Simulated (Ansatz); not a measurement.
System: Cu.

```xyz
4
Lattice="3.6150 0.0000 0.0000 0.0000 3.6150 0.0000 0.0000 0.0000 3.6150" Properties=species:S:1:pos:R:3 pbc="T T T"
Cu    0.0000    0.0000    0.0000
Cu    1.8075    1.8075    0.0000
Cu    1.8075    0.0000    1.8075
Cu    0.0000    1.8075    1.8075
```

Space group Fm-3m.

These are results of DFT, PBE, PAW with Ansatz's default frozen-core files, fully relativistic files with spin-orbit coupling in Ansatz 0.2.0, not measurements.

### What will maps of the valence pseudo-density and electron localisation function show?

Cu–Cu (2.56 Å): ρ is about 0.27 e/Å³ halfway; the ELF is about 0.20 at the midpoint; no shared electron pair shows on this line.

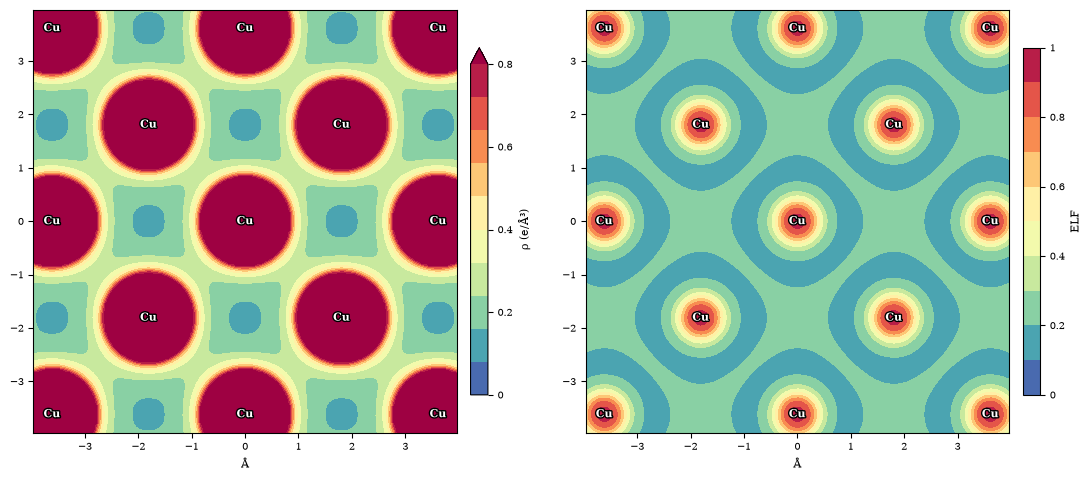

Computed valence pseudo-density and electron localisation function on the (001) plane of the conventional cell, in this order. 

The density is the valence pseudo-density of a PAW calculation; it isn't the true density close to the nuclei.
